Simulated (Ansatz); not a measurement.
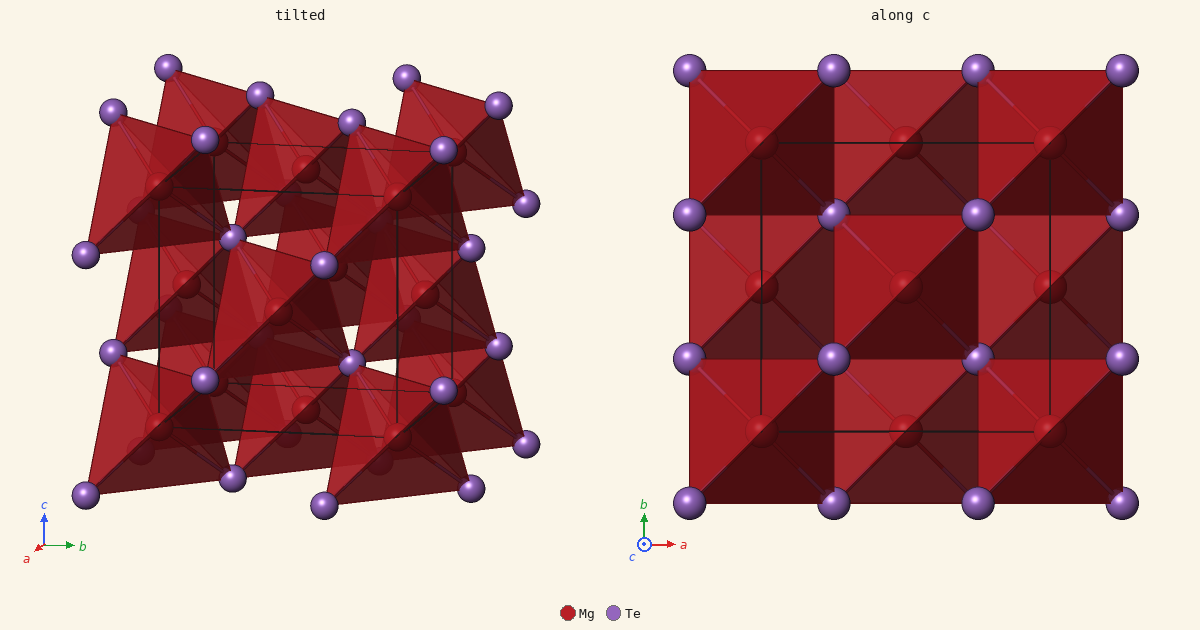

We look at a polyhedral model of the crystal slightly off an axis and along the c axis. The frame is the conventional unit cell; atoms at its boundary are shown with their periodic copies. A few atoms beyond the faces are included.

MgTe, zinc blende (sphalerite type), space group F-43m (No. 216), a = 6.466 Å, b = 6.466 Å, c = 6.466 Å, α = 90.00°, β = 90.00°, γ = 90.00°. It goes back to a structure listed in the Materials Project. Earlier steps of the study may have refined or changed the cell and positions. Ansatz was used for an electronic-structure calculation on it.

This one geometry was computed with Ansatz (DFT, plane waves, PAW) at six levels of theory: LC-wPBE, PBE0, dielectric-dependent PBE0 (fraction 1/eps_inf of PBE), r2SCAN, LDA and HSE06. It was relaxed beforehand with r2SCAN.

Which level gives the highest pressure at this volume, and what does that say about its equilibrium volume?

Highest: PBE0 (-0.1 GPa), dielectric-dependent PBE0 (fraction 1/eps_inf of PBE) (0.1 GPa), r2SCAN (0.0 GPa) and HSE06 (0.0 GPa), which points to the largest equilibrium volume. Lowest, with the smallest volume: LC-wPBE (-1.1 GPa) and LDA (-1.6 GPa). Levels within 0.5 GPa of each other can't be told apart.

How does the band gap change with the level of theory?

LDA: a gap of 2.18 eV, direct; r2SCAN: a gap of 3.10 eV, direct; HSE06: a gap of 3.27 eV, direct; dielectric-dependent PBE0 (fraction 1/eps_inf of PBE): a gap of 3.48 eV, direct; PBE0: a gap of 3.90 eV, direct; LC-wPBE: a gap of 7.76 eV, direct.

Collect the results in a table.

| level | cutoff (eV) | k-mesh of the run's cell | gap (eV) | pressure (GPa) |
| --- | --- | --- | --- | --- |
| LC-wPBE | 420 | 6×6×6 | 7.76 | -1.1 |
| PBE0 | 420 | 6×6×6 | 3.90 | -0.1 |
| dielectric-dependent PBE0 (fraction 1/eps_inf of PBE) | 420 | 6×6×6 | 3.48 | 0.1 |
| r2SCAN | 500 | 8×8×8 | 3.10 | 0.0 |
| LDA | 420 | 8×8×8 | 2.18 | -1.6 |
| HSE06 | 420 | 6×6×6 | 3.27 | 0.0 |

Gaps are taken on the k-mesh or band path of each run.
